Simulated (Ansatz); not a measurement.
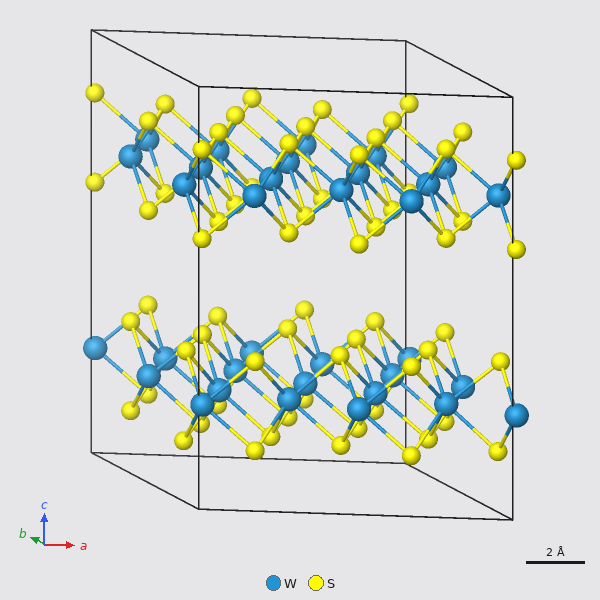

A ball-and-stick rendering, viewed slightly off an axis. Atoms at the boundary of the supercell (the box) are drawn once for each face, edge or corner they touch. The host is WS$_{2}$, in a cell of 72 sites, and the cell carries a charge of -1.

### What imperfection does the supercell contain?

A sulfur vacancy. Around the empty site lie three W at about 2.4 Å.

Method: Ansatz 0.2.0, DFT PBE, scalar-relativistic, plane waves, PAW; a cutoff energy of 420 eV, 2×2×2 k-mesh, Gaussian smearing of 0.01 eV, collinear spins.

### Is there a net spin in the supercell?

Yes, 1.0 μB in the cell.

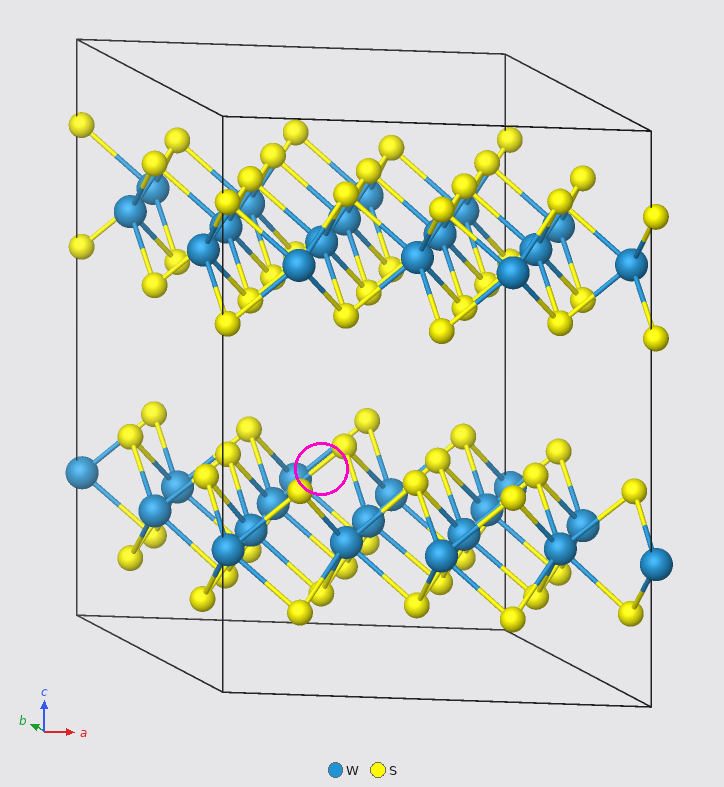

The same cell with a ring at the defect's site.

The atoms were relaxed in the host's cell with DFT PBE, scalar-relativistic, plane waves, PAW (Ansatz).
